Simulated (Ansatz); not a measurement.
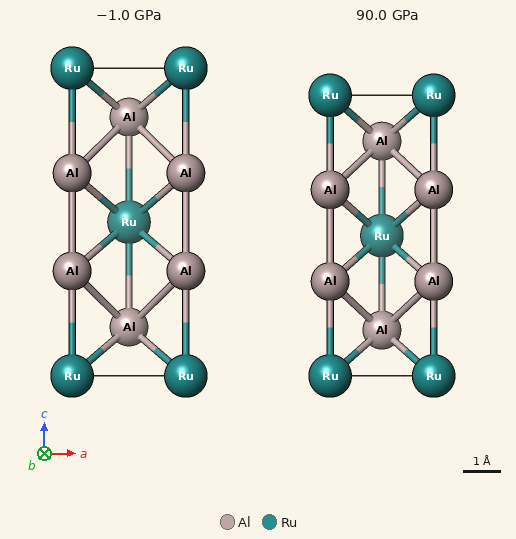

Solid Al$_{2}$Ru (set up in I4/mmm), relaxed (cell and atoms) at several target pressures. The picture shows the first and the last member. A ball-and-stick model of the conventional cell (2 times the calculation's cell), seen along the b axis. Lengths and directions refer to the drawn axes.

Computed with Ansatz 0.2.0: DFT r2SCAN, scalar-relativistic, plane waves, PAW. Settings: plane-wave cutoff 500 eV; k-point mesh 18 × 18 × 18 at −1.0 to 25.0, 20 × 20 × 20 at 50.0 and 90.0 GPa; occupations gaussian; smearing width 0.1 eV; no spin polarisation; cell and atoms relaxed; force threshold 0.008 eV/Å.

```
pressure (GPa)  volume (Å³/atom)  a (Å)  c (Å)
          −1.0            13.793  3.127  8.462
           0.0            13.717  3.122  8.445
           1.0            13.644  3.116  8.430
           4.0            13.435  3.101  8.383
          12.0            12.950  3.064  8.277
          25.0            12.313  3.013  8.137
          50.0                 ?      ?      ?
          90.0            10.429  2.848  7.715
```

Fill in the missing row.

Answer. Murnaghan's form V = V₀(1 + B′P/B₀)^(−1/B′), with V₀ = 13.717 Å³ from the row at zero pressure, fits the other rows with B₀ = 187 GPa and B′ = 3.79 (largest miss 0.003 Å³). At 50.0 GPa it gives 13.717 × (1 + 3.79 × 50.0/187)^(−1/3.79) = 11.404 Å³ per atom. The calculation gives 11.413 Å³/atom (a = 2.937 Å, c = 7.938 Å). The estimate is 0.009 Å³/atom too low. From the first member to the last: Al–Ru 2.885 → 2.597 Å, Ru–Ru 3.127 → 2.848 Å, Al–Al 2.695 → 2.417 Å.

The whole series:

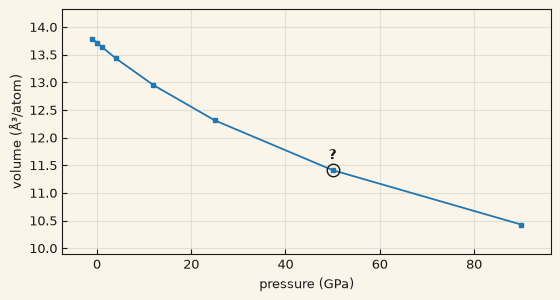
